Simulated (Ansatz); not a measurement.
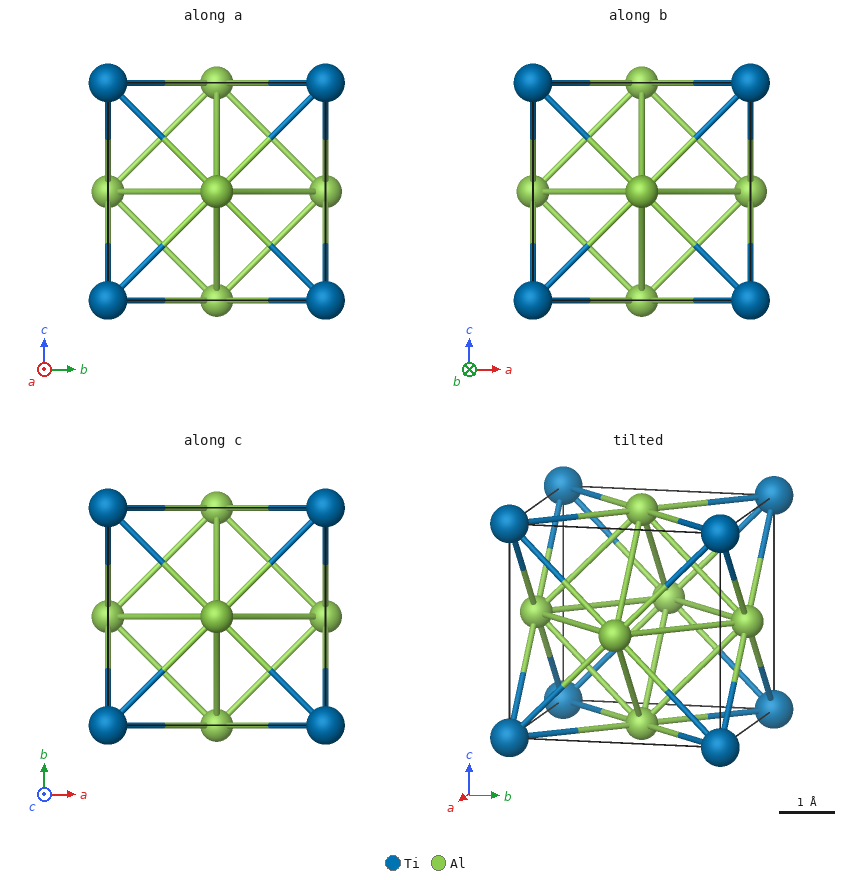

A ball-and-stick rendering, viewed along the a axis, along the b axis, along the c axis and slightly off an axis. The wireframe shows the conventional unit cell.

Lattice parameters: a = 3.980 Å, b = 3.980 Å, c = 3.980 Å, α = 90.00°, β = 90.00°, γ = 90.00°.

**Reconstruct the structure as a table of Wyckoff sites.**

Space group Pm-3m (No. 221).
```tsv
atom	site	x	y	z
Ti	1a	0.0000	0.0000	0.0000
Al	3c	0.5000	0.0000	0.5000
```

The cell started as a structure type filled with these elements by a generator (whether the compound takes this form wasn't checked). Earlier steps of the study may have refined or changed the cell and positions. It was run through Ansatz as a DFT input.
